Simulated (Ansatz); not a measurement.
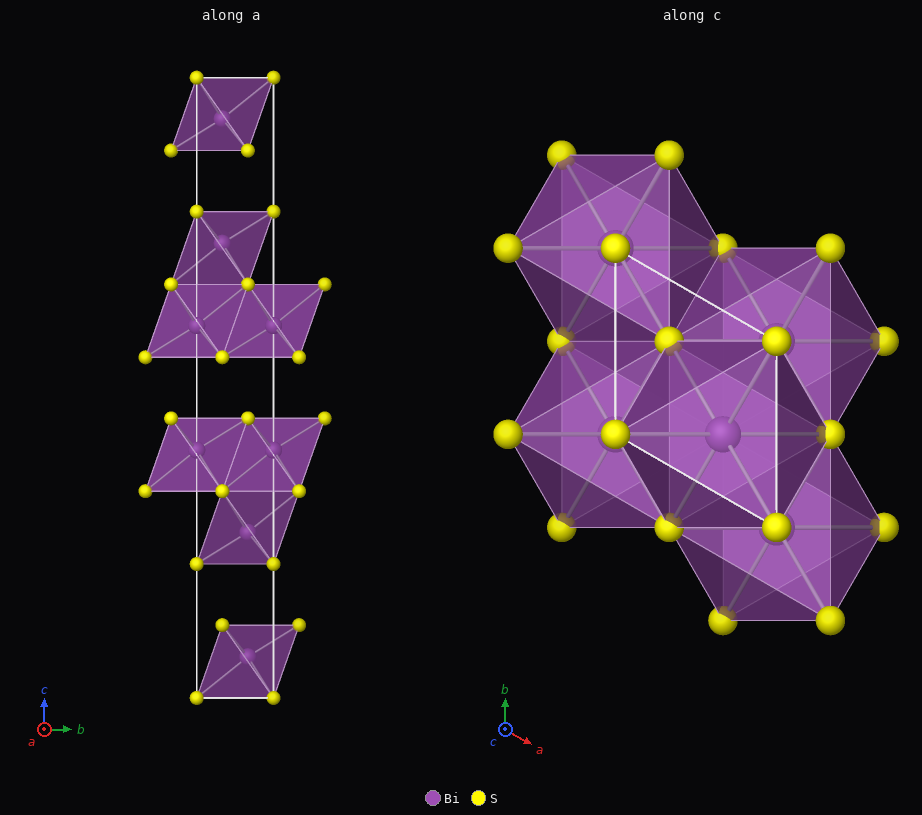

Structure drawing (polyhedral), viewed along the a axis and along the c axis. One conventional unit cell is framed, with atoms on its boundary repeated. Some neighbours outside the box are added.

Bi2S3, space group R-3m (No. 166), a = 4.02 Å, b = 4.02 Å, c = 28.08 Å, α = 90.00°, β = 90.00°, γ = 120.00°.

Calculation details: DFT, PBE0, plane waves, PAW in Ansatz 0.2.0; a 420 eV plane-wave basis, k-points about 0.46 Å⁻¹ apart, no spin polarisation.

### Does it come out as a metal, or with a gap?

A semiconductor at this level, with a gap of 1.90 eV, direct.

### Give the pressure and its sign.

The computed pressure is -0.1 GPa, close to zero.

The initial geometry was a structure type filled with these elements by a generator (whether the compound takes this form wasn't checked). Earlier steps of the study may have refined or changed the cell and positions. Ansatz was used for an electronic-structure calculation on it.
